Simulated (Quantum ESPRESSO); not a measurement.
## Energy of BeTe along an even scaling of the cell

System: BeTe (2 atoms in the cell).
Method: Kohn-Sham DFT of a periodic cell, rev-vdW-DF2, PseudoDojo 0.4.1 SR PBE standard, no spin polarisation (Quantum ESPRESSO 7.5).

The 7 runs differ only in the geometry, by an even scaling of the cell at fixed fractional positions. The structure derives from an entry of the Crystallography Open Database.

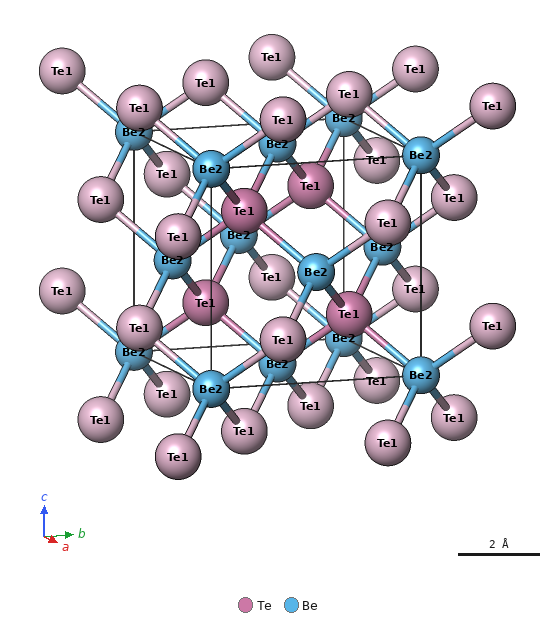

Figure 1. The structure of run 4 (ball-and-stick view of the cell 4 times as large as that of the calculation, set on its symmetry axes, seen slightly off an axis; neighbours outside the cell are drawn fainter; atoms are numbered from 1 in the order of the input).

## Input of run 4
```
&CONTROL
  calculation = 'scf'
  prefix = 'pwscf'
  outdir = './tmp'
  pseudo_dir = './pseudo'
  tprnfor = .true.
  tstress = .true.
  disk_io = 'nowf'
/
&SYSTEM
  ibrav = 0
  nat = 2
  ntyp = 2
  ecutwfc = 88
  nbnd = 16
  input_dft = 'vdw-df2-b86r'
  occupations = 'smearing'
  smearing = 'fd'
  degauss = 0.00367493
/
&ELECTRONS
  conv_thr = 4d-10
  electron_maxstep = 120
  mixing_beta = 0.5
/
ATOMIC_SPECIES
Te   127.6000 Te.upf
Be     9.0122 Be.upf
CELL_PARAMETERS angstrom
   0.0000000000    2.7700000000    2.7700000000
   2.7700000000    0.0000000000    2.7700000000
   2.7700000000    2.7700000000    0.0000000000
ATOMIC_POSITIONS crystal
Te     0.7500000000    0.7500000000    0.7500000000
Be     0.0000000000    0.0000000000    0.0000000000
K_POINTS automatic
8 8 8 0 0 0
```

Command:
```bash
OMP_NUM_THREADS=1 pw.x -in pw.in > pw.out
```

Run 2 differs from it as follows:
```diff
-   0.0000000000    2.7700000000    2.7700000000
-   2.7700000000    0.0000000000    2.7700000000
-   2.7700000000    2.7700000000    0.0000000000
+   0.0000000000    2.7325629784    2.7325629784
+   2.7325629784    0.0000000000    2.7325629784
+   2.7325629784    2.7325629784    0.0000000000
```

## Results, with one run withheld

```tsv
run	volume per atom (Å³)	free energy per atom, from the lowest run given (meV)	pressure (GPa)	gap on the mesh (eV)
1	19.979	61.78	8.70	1.76
2	20.404	?	?	?
3	20.829	25.16	5.17	1.87
4	21.254	13.43	3.66	1.92
5	21.679	5.56	2.27	1.97
6	22.104	1.18	1.01	2.01
7	22.529	0.00	−0.13	2.06
```

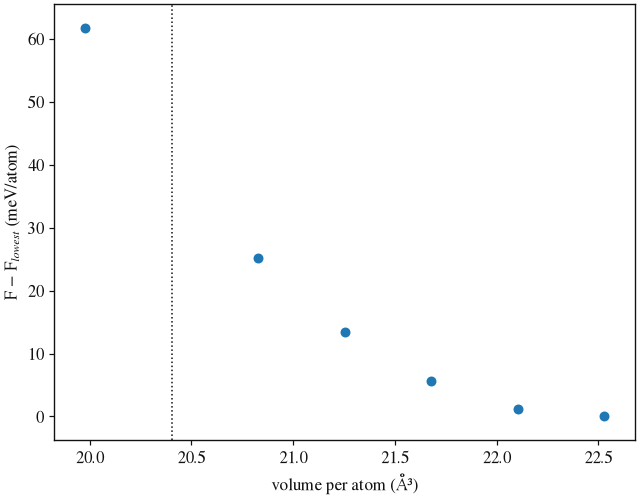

Figure 2. Free energy per atom of the runs given; the dotted line marks run 2.

What should run 2 give?

A cubic polynomial in V^(−2/3) (the Birch–Murnaghan form), fitted to the 6 runs given, misses them by under 0.01 meV per atom. With x = V^(−2/3) − 0.12986 Å⁻², it reads F = 10.932 + 5059.2 x + 5.842e+05 x² − 40481 x³ (meV per atom). At run 2 it gives 41.13 meV per atom, and the run itself gives 41.14. The slope of the fit gives a pressure −dF/dV of 6.87 GPa there, and the run prints 6.85 GPa. The fit has its minimum at 22.484 Å³ per atom, where V d²F/dV² gives 58.4 GPa: the bulk modulus at this level, since symmetry fixes the shape and the positions. The gap on the mesh goes, without turning, from 1.76 eV in run 1 to 2.06 eV in run 7; run 2 has 1.82 eV. These are gaps of this functional on this mesh, which can miss the band edges; they aren't the measured gap.

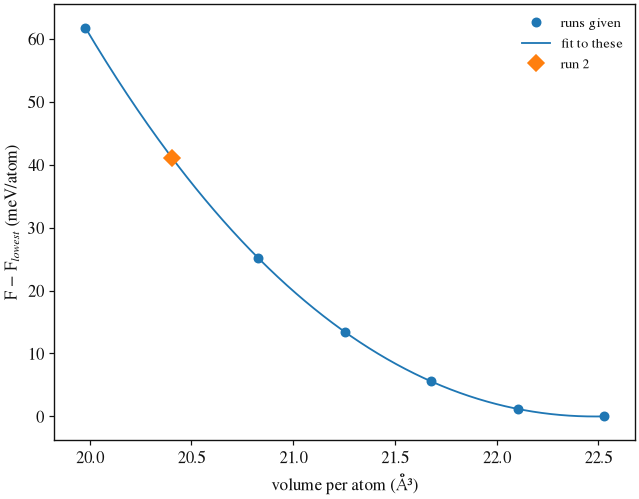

Figure 3. The fit and the withheld run.

## Some lines of the output (run 2)
```
[...]
     unit-cell volume          =     275.3830 (a.u.)^3
     number of k points=    29  Fermi-Dirac smearing, width (Ry)=  0.0037
     total energy              =    -237.59715350 Ry
     total energy              =    -237.59905805 Ry
     total energy              =    -237.59940143 Ry
     total energy              =    -237.59942672 Ry
     total energy              =    -237.59942803 Ry
     total energy              =    -237.59942808 Ry
     the Fermi energy is     9.8355 ev
!    total energy              =    -237.59942808 Ry
     The total energy is F=E-TS. E is the sum of the following terms:
     Computing stress (Cartesian axis) and pressure
          total   stress  (Ry/bohr**3)                   (kbar)     P=       68.52
```

Notes: The record of the run, not the program, notes: potentials made for another functional. Points of doubt noted for this run: potentials made for another functional.
